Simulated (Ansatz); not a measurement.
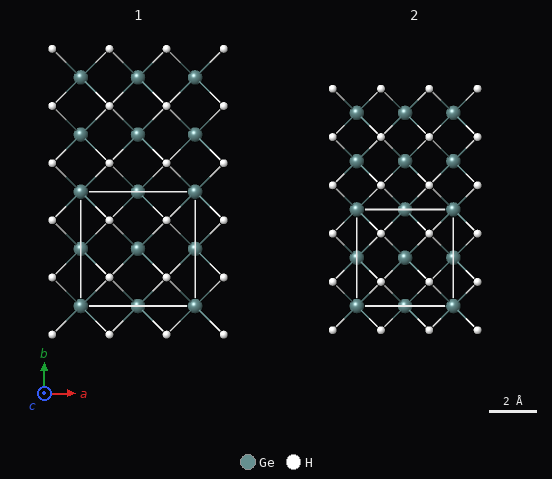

Two geometries of crystalline GeH₂ (a generated structure, set up in Fm-3m) (coarse preliminary run), drawn at one scale. One is the start of a relaxation, the other its converged end. Style: ball-and-stick. Shown: the conventional cell (4 times the calculation's cell), repeated 1 × 2 × 1 with one cell outlined, along the c axis. Lengths and directions refer to the drawn axes.

The calculation used Ansatz 0.2.0, DFT PBE, scalar-relativistic, plane waves, PAW. Set-up: plane-wave cutoff 420 eV; k-point mesh 8 × 8 × 8; occupations gaussian; smearing width 0.1 eV; no spin polarisation; cell and atoms relaxed; force threshold 0.05 eV/Å; at most 60 steps.

Which geometry has the lower energy?

Answer. Structure 1 is the relaxed one. Case: Zr → Ge on all its sites, cell and atoms relaxed. The energy falls by 656 meV per atom in 7 accepted moves (9 points after the start). All forces vanish by symmetry, so only the cell relaxes. The pressure goes from 83.22 to 0.26 GPa. The SCF was repeated twice at an unchanged geometry on a basis and grid sized afresh for the cell, which shifted the energy by 36.0 meV per atom at most. The atoms keep their places relative to the cell (all moves are under 0.005 Å). The drawn cell changes as follows: a = b = c 4.117 → 4.873 Å (+18.4 %); the volume changes by +65.9 %. Near-neighbour distances that change, for instance: Ge–H 1.783 → 2.110 Å. The space group stays Fm-3m (No. 225). The run took of the order of 4 core-seconds on a shared host.
